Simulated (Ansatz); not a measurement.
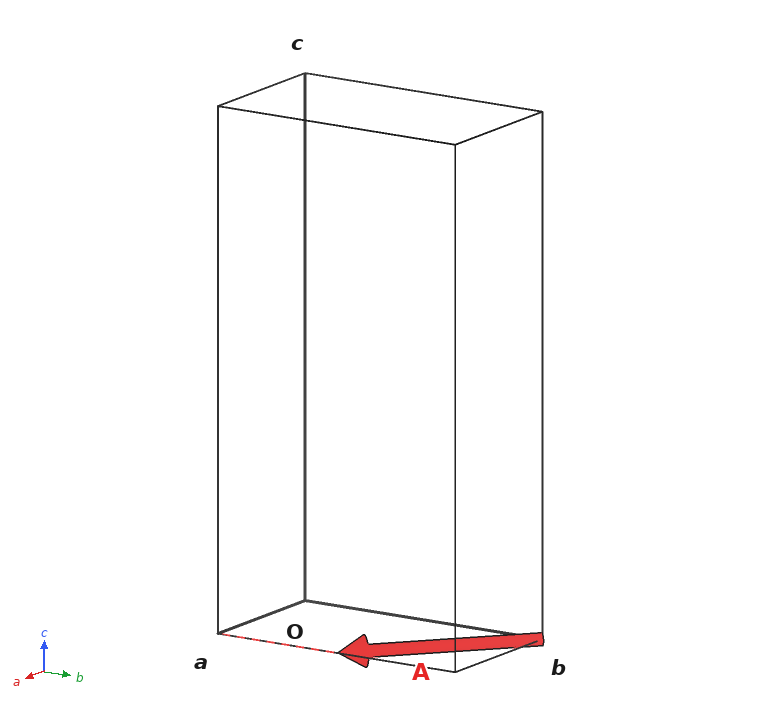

The arrow starts at a corner of the unit cell and ends on its surface; where a tip isn't a corner, dashed lines run from it parallel to the axes. Crystal: Ni, coordinates from a relaxation with DFT, RPBE, plane waves (420 eV) with PAW, scalar-relativistic in Ansatz; the starting structure was generated, so it need not be a known form of this composition. Symmetry computed with spglib at a tolerance of 0.002 Å; standard conventional cell.

a = 2.458 Å, b = 4.383 Å, c = 8.412 Å, α = 90.00°, β = 90.00°, γ = 90.00°.

> Index the direction.

Arrow A runs from (0, 1, 0) to (1, 1/2, 0), so [2 −1 0].

> How long is the vector ua + vb + wc?

6.586 Å.

> In Fddd (No. 70, origin choice 1), how many directions are equivalent to A (Laue class mmm, both senses counted)?

4.
